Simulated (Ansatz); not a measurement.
Geometry relaxation of Ca

System: Ca (slab, 3 atoms in the cell).
Method: DFT, PBE, all-electron LAPW, scalar-relativistic, no spin polarisation (Ansatz 0.2.0).

It belongs to a series of runs on one base structure; here: atoms relaxed, LAPW. Figures and captions count atoms from 1; the log counts them from 0 in places.

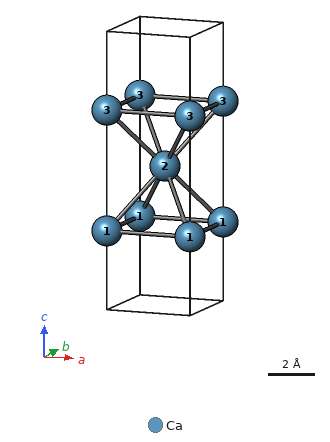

Figure 1. The starting structure (ball-and-stick view of the cell of the calculation, with the vacuum cut short, seen slightly off an axis; atoms are numbered from 1 in the order of the input). An atom can appear more than once, as a periodic image.

## The input
```yaml
crystal:
  lattice:
    - [3.9070577562, 0.0, 0.0]
    - [0.0, 3.9070577562, 0.0]
    - [0.0, 0.0, 25.5254]
  atoms:
    - { symbol: Ca, position: [0.0, 0.0, 0.3949623065] }
    - { symbol: Ca, position: [0.5, 0.5, 0.500000001] }
    - { symbol: Ca, position: [0.0, 0.0, 0.6050376925] }
kpoints:
  mp_grid: { grid: [9, 9, 1] }
scf:
  occupations: { method: fermi_dirac, width: 0.08 }
hamiltonian:
  xc: pbe
  pseudopotentials: { kind: all_electron, lapw: { basis_error: 0.001 } }
output:
  forces: true
  stress: true
  eigenvalues: true
relax:
  f_tol: 0.01
  max_steps: 12
efield:
  axis: 3
  amplitude: 0
  dipole_correction: true
```

Launch command:
```bash
ansatz run input.yaml --threads 1 --pin off --max-ram 3584MiB --backend cpu --events-out ev --progress --plain --runs-dir out
```

## Output
```
The last accepted step is kept in [file] (removed where the run ends without a failure and the disk answers)
LAPW: plane waves up to 4.929 Å⁻¹, error target 1.0e-3 eV per atom; small_component_spin mean_spin; Ca in spheres of 1.867 Å, 10 of its electrons in bands, Dirac shells [] (how accurate: hamiltonian.pseudopotentials.lapw.basis_error, Limitations)
Engine: ansatz 0.2.0, aarch64-unknown-linux-gnu
Pseudopotentials: kind: all_electron
Pseudopotential: Ca, LAPW, valence charge 10, lapw/all_electron/scalar/gaussian/Ca, Koelling and Harmon's equation, gaussian nucleus
Functional definition: PBE
  parameter kappa = 0.804
  parameter beta = 0.06672455060314922
  exchange = pbe_x(kappa = kappa, mu = beta*pi^2/3)
  correlation = pbe_c(beta = beta)
Crystal: 3 atoms, lattice volume = 389.648 Å³
Basis set: ecut = 92.56256959809127 eV, 765 PW (Γ), exchange–correlation at level 2
Bands: 19, of which v1, the nominal top of the filled ones, is band 15 counted from 1 (14 counted from 0)
Symmetry: 8 space group operations
k-points: 15 of 81
Non-local potential: Ca, projectors of the file, none
Initial density: superposition of atomic densities (neutral atoms: chi_scale 0, normalization atom)
Initial wavefunctions: plane waves of lowest kinetic energy (no species holds an atomic orbital)
Functional: x = pbe(κ = 0.804, μ = 0.2195149727645171), c = pbe(β = 0.06672455060314922)
iter 1 solved again at ethr=2.04e-2 eV; its pass at ethr=1.00e-1 eV (dr2=6.13e0 eV) is discarded
SCF iter   1: F=—  HF=-55543.435807 eV  |F-HF|=—  |Δ(HF+E_count)|=         —  Δρ=8.40e-3  dr2=6.31e0  ethr=2.04e-2  p=-0.000 e·Å  D=-6.70e-15 V/Å  ΔV_dip=0.00 eV  dr2_dipole=9.87e-15  V_vac-E_F(+/−)=5.00/5.00 eV  ⟨swp⟩=2.0  Hψ=4013  notcnv=0
efield: sawtooth ramp at fractional position 0.9500 (placed from the atoms, in the widest stretch of the axis that holds none; the zero of the levels goes with the place), width 0.1000; the density the first Hamiltonian is built on has a dipole p = 0.000 e·Å; the dipole correction subtracts the counter field D = 1.44e-14 V/Å, which shifts the + side's vacuum level by -0.00 eV against the − side's; the planar-averaged density in the ramp window peaks in size at 1.2e-7 e/Å³
automatic band count: the SCF goes on with 23 bands, as 19 were too few: the levels above may hold too much charge
preconditioner: auto → LDOS  [metal: Δε(μ)=0.076 eV  Ē_g=2.793 eV  σ=0.080 eV  W_gap=0.23  n_scr=42 (ndim 8)  ℏωp=4.6 eV  f_vac=0.577  D(μ)=3.76/eV (n_scr^D=10)  β→1.0]
SCF iter   2: F=—  HF=-55543.137094 eV  |F-HF|=—  |Δ(HF+E_count)|=   2.99e-1  Δρ=9.53e-3  dr2=6.87e0  ethr=2.04e-2  p=0.000 e·Å  D=1.53e-9 V/Å  ΔV_dip=-0.00 eV  dr2_dipole=1.46e-16  V_vac-E_F(+/−)=1.50/1.50 eV  ⟨swp⟩=5.2  Hψ=1395  notcnv=0
iter 3 solved again at ethr=1.12e-4 eV; its pass at ethr=2.04e-2 eV (dr2=3.37e-2 eV) is discarded
SCF iter   3: F=—  HF=-55542.565639 eV  |F-HF|=—  |Δ(HF+E_count)|=   5.71e-1  Δρ=1.96e-3  dr2=3.34e-2  ethr=1.12e-4  p=-0.000 e·Å  D=-2.22e-8 V/Å  ΔV_dip=0.00 eV  dr2_dipole=1.43e-8  V_vac-E_F(+/−)=2.82/2.82 eV  ⟨swp⟩=4.3  Hψ=2044  notcnv=0
SCF iter   4: F=—  HF=-55542.572307 eV  |F-HF|=—  |Δ(HF+E_count)|=         —  Δρ=6.15e-4  dr2=7.03e-3  ethr=1.11e-4  p=-0.000 e·Å  D=-2.03e-5 V/Å  ΔV_dip=0.00 eV  dr2_dipole=1.21e-8  V_vac-E_F(+/−)=2.67/2.67 eV  ⟨swp⟩=3.0  Hψ=1168  notcnv=0
the basis was enlarged: its passes take 483.4 KiB over the memory plan, 1 of 1 planned eigensolver slots
SCF iter   5: F=—  HF=-55542.572974 eV  |F-HF|=—  |Δ(HF+E_count)|=   6.67e-4  Δρ=2.61e-4  dr2=6.97e-4  ethr=2.34e-5  p=-0.000 e·Å  D=-9.23e-6 V/Å  ΔV_dip=0.00 eV  dr2_dipole=2.09e-8  V_vac-E_F(+/−)=2.73/2.73 eV  ⟨swp⟩=2.9  Hψ=1126  notcnv=0
SCF iter   6: F=—  HF=-55542.573087 eV  |F-HF|=—  |Δ(HF+E_count)|=   1.13e-4  Δρ=9.94e-5  dr2=8.36e-5  ethr=2.32e-6  p=-0.000 e·Å  D=-1.75e-5 V/Å  ΔV_dip=0.00 eV  dr2_dipole=1.25e-10  V_vac-E_F(+/−)=2.73/2.73 eV  ⟨swp⟩=3.0  Hψ=1144  notcnv=0
SCF iter   7: F=—  HF=-55542.573190 eV  |F-HF|=—  |Δ(HF+E_count)|=   1.03e-4  Δρ=1.61e-5  dr2=3.17e-6  ethr=2.79e-7  p=-0.000 e·Å  D=-8.06e-7 V/Å  ΔV_dip=0.00 eV  dr2_dipole=6.70e-9  V_vac-E_F(+/−)=2.74/2.74 eV  ⟨swp⟩=3.4  Hψ=1201  notcnv=0
SCF iter   8: F=-55542.573193 eV  HF=-55542.573194 eV  |F-HF|=1.17e-6  |Δ(HF+E_count)|=   4.41e-6  Δρ=6.60e-6  dr2=2.24e-6  ethr=1.06e-8  p=-0.000 e·Å  D=-7.46e-6 V/Å  ΔV_dip=0.00 eV  dr2_dipole=6.60e-9  V_vac-E_F(+/−)=2.75/2.75 eV  ⟨swp⟩=3.4  Hψ=1177  notcnv=0
SCF 1 converged in 8 iterations: F = -55542.573193 eV  dr2 = 2.24e-6
relax step   1: F+E_penalty+E_count = -55542.57319295 eV  Δ(F+E_penalty+E_count) = +0.000e0 eV  max|allowed force component| = 2.337e-3 eV/Å  Δτ_max = 0.0000 Å  (8 SCF iters, dr2 threshold 2.50e-6 eV, accepted)
Bands: 23, of which v1, the nominal top of the filled ones, is band 15 counted from 1 (14 counted from 0)
Initial density: handed on by an earlier stage of this run
Initial wavefunctions: those handed on with the density
iter 1 solved again at ethr=7.47e-9 eV; its pass at ethr=1.00e-1 eV (dr2=2.24e-6 eV) is discarded
SCF iter   1: F=—  HF=-55542.573194 eV  |F-HF|=—  |Δ(HF+E_count)|=         —  Δρ=6.50e-6  dr2=2.24e-6  ethr=7.47e-9  p=-0.000 e·Å  D=-7.46e-6 V/Å  ΔV_dip=0.00 eV  dr2_dipole=6.60e-9  V_vac-E_F(+/−)=2.75/2.75 eV  ⟨swp⟩=2.0  Hψ=1526  notcnv=0
efield: sawtooth ramp at fractional position 0.9500 (handed on by an earlier solve), width 0.1000; the density the first Hamiltonian is built on has a dipole p = -0.000 e·Å; the dipole correction subtracts the counter field D = -7.46e-6 V/Å, which shifts the + side's vacuum level by +0.00 eV against the − side's; the planar-averaged density in the ramp window peaks in size at 1.3e-7 e/Å³
preconditioner: auto → LDOS  [metal: Δε(μ)=0.021 eV  Ē_g=2.551 eV  σ=0.080 eV  W_gap=0.07  n_scr=42 (ndim 8)  ℏωp=4.6 eV  f_vac=0.589  D(μ)=3.94/eV (n_scr^D=10)  β→1.0]
SCF iter   2: F=—  HF=-55542.573194 eV  |F-HF|=—  |Δ(HF+E_count)|=   8.55e-8  Δρ=3.66e-6  dr2=3.22e-7  ethr=7.46e-9  p=0.000 e·Å  D=5.59e-6 V/Å  ΔV_dip=-0.00 eV  dr2_dipole=1.06e-8  V_vac-E_F(+/−)=2.75/2.75 eV  ⟨swp⟩=3.1  Hψ=1193  notcnv=0
SCF iter   3: F=-55542.573194 eV  HF=-55542.573194 eV  |F-HF|=1.94e-9  |Δ(HF+E_count)|=   1.00e-7  Δρ=1.53e-6  dr2=5.95e-8  ethr=1.07e-9  p=-0.000 e·Å  D=-4.31e-6 V/Å  ΔV_dip=0.00 eV  dr2_dipole=3.86e-9  V_vac-E_F(+/−)=2.75/2.75 eV  ⟨swp⟩=3.0  Hψ=1139  notcnv=0
SCF 2 converged in 3 iterations: F = -55542.573194 eV  dr2 = 5.95e-8
relax step   2: F+E_penalty+E_count = -55542.57319440 eV  Δ(F+E_penalty+E_count) = -1.444e-6 eV  max|allowed force component| = 1.552e-3 eV/Å  Δτ_max = 0.0000 Å  (3 SCF iters, accepted)
```

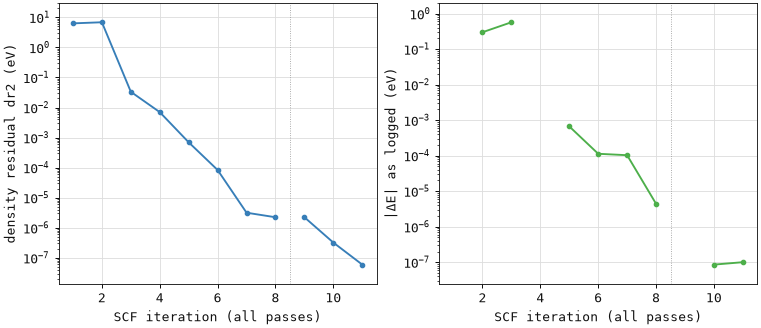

Figure 2. Convergence of the self-consistent field: density residual dr2 and size of the energy change against the SCF iteration. The dotted lines part the SCF passes of the relaxation: geometry steps, rejected trials and re-solves on a re-selected basis. The passes take 8 and 3 iterations.

```
SCF converged after 3 iterations
Free energy (F): -55542.573194 eV
Harris-Foulkes:  -55542.573194 eV  (|F-HF|=1.94e-9)
Internal energy: -55542.492286 eV  (E = F + TS)
E sigma→0 (E₀):  -55542.532740 eV
Entropy (-TS):   -0.080908 eV (-26.969 meV/atom)
Fermi energy:    -0.046173 eV
Dipole field:    D = -0.000004 V/Å  (p = -0.000009 e·Å, saw-weighted, corrected)
Work function:   Φ+ = 2.7475 eV   Φ− = 2.7474 eV
Levels:          The Fermi level and band energies are counted from a zero that moves with the ramp; work functions are not
--- Per-component energies (eV) ---
  E_band       = -682.601940
  E_kinetic    = 55974.652212
  E_xc         = -2948.019534
  E_efield     = 0.000000  (sawtooth field / dipole correction)
  E_electrostatic = -108569.124964  (all electrons and nuclei)
  E_smearing   = -0.080908  (= −TS)
  E_closure    = 0.000000  (closes the sum)
  E_atoms      = -55537.681762  (free atoms, spherical and without spin; not in F)
  Σ components = -55542.573194   (vs F -55542.573194, Δ=0.00e0)
  Basis errors (estimates in eV, not in F): energy 4.5e-4 per atom: plane waves 4.2e-4 (2.5e-4 summed), levels above the bands 5.1e-14, relativity 6.1e-9, radial functions 3.1e-5, core shells 5.0e-10; eigenvalues (radial functions only) 1.8e-7; not estimated: angular momenta, meshes, grids; target (lapw.basis_error) 1.0e-3; muffin-tin radii Ca 1.867 Å
--- Forces (eV/Å), atoms counted from 1 ---
  atom   1  Ca    -0.00000000     0.00000000    -0.00152745
  atom   2  Ca     0.00000000    -0.00000000     0.00006265
  atom   3  Ca     0.00000000    -0.00000000     0.00153855
  max |Σ_I F_I| component: 7.37e-5 eV/Å
--- Stress (GPa, compression-positive) ---
       -0.210863      -0.000000      -0.000000
       -0.000000      -0.210863      -0.000000
       -0.000000      -0.000000       0.003994
  P = ⅓ Tr σ = -0.1392 GPa (-1.392 kbar)
--- Band table (eV; the first three rows and the last of 15) ---
  k-point 0: bands = ["-42.6224", "-42.6223", "-41.8883", "-23.6479", "-23.6457", "-23.5366", "-23.5366", "-23.5359", "-23.5359", "-22.8880", "-22.8390", "-22.8390", "-3.7668", "-2.7477", "-1.3329", "0.3421", "0.5395", "0.5472", "0.9557", "1.7724", "1.9388", "2.2641", "2.2641"]
  k-point 1: bands = ["-42.6219", "-42.6218", "-41.8878", "-23.6468", "-23.6452", "-23.5448", "-23.5446", "-23.5358", "-23.5353", "-22.8871", "-22.8476", "-22.8384", "-3.6289", "-2.6167", "-1.2128", "0.3955", "0.5247", "0.6227", "0.9494", "1.7349", "1.8938", "2.1714", "2.2878"]
  k-point 2: bands = ["-42.6205", "-42.6205", "-41.8865", "-23.6438", "-23.6438", "-23.5665", "-23.5657", "-23.5339", "-23.5335", "-22.8849", "-22.8691", "-22.8367", "-3.2273", "-2.2398", "-0.8740", "0.3626", "0.5235", "0.8307", "0.8466", "1.6966", "1.7923", "2.0149", "2.3140"]
  k-point 14: bands = ["-42.6138", "-42.6138", "-41.8796", "-23.6325", "-23.6316", "-23.5986", "-23.5986", "-23.5974", "-23.5971", "-22.9022", "-22.9021", "-22.8765", "-0.5046", "-0.2419", "0.0255", "0.4731", "0.4936", "0.5922", "0.6604", "1.5971", "1.7579", "1.8259", "1.8632"]
--- Relaxed structure (2 steps of the walk, 2 accepted, 0 SCFs on fresh bases) ---
  F+E_penalty+E_count = -55542.57319440 eV   max|allowed force component| = 1.552e-3 eV/Å
  atoms:
    - { symbol: Ca, position: [0.0, 0.0, 0.3949623065000001] }
    - { symbol: Ca, position: [0.49999999999999994, 0.49999999999999994, 0.500000001] }
    - { symbol: Ca, position: [0.0, 0.0, 0.6050376925000001] }
```

## Trajectory as extended XYZ (Å, eV, eV/Å), 2 frames, from step=1 to step=2
```
3
Lattice="3.9071 0.0000 0.0000 0.0000 3.9071 0.0000 0.0000 0.0000 25.5254" Properties=species:S:1:pos:R:3:forces:R:3 step=1 energy=-55542.57319
Ca    0.0000    0.0000   10.0816    0.0000   0.0000  -0.0023
Ca    1.9535    1.9535   12.7627    0.0000   0.0000   0.0001
Ca    0.0000    0.0000   15.4438    0.0000   0.0000   0.0023
3
Lattice="3.9071 0.0000 0.0000 0.0000 3.9071 0.0000 0.0000 0.0000 25.5254" Properties=species:S:1:pos:R:3:forces:R:3 step=2 energy=-55542.57319
Ca    0.0000    0.0000   10.0816    0.0000   0.0000  -0.0015
Ca    1.9535    1.9535   12.7627    0.0000   0.0000   0.0001
Ca    0.0000    0.0000   15.4438    0.0000   0.0000   0.0015
```

## Summary

```csv
quantity,value
outcome,converged
electrons in bands (core shells apart),30
free energy,−55542.5732 eV
Fermi energy,−0.046 eV
final volume,389.65 Å³
largest force (length of the vector) at the end,0.002 eV/Å
hardware,"1 thread of Arm Neoverse V1, 24 GiB of memory available, shared host"
wall time,27 s
peak memory,0.29 GiB
```
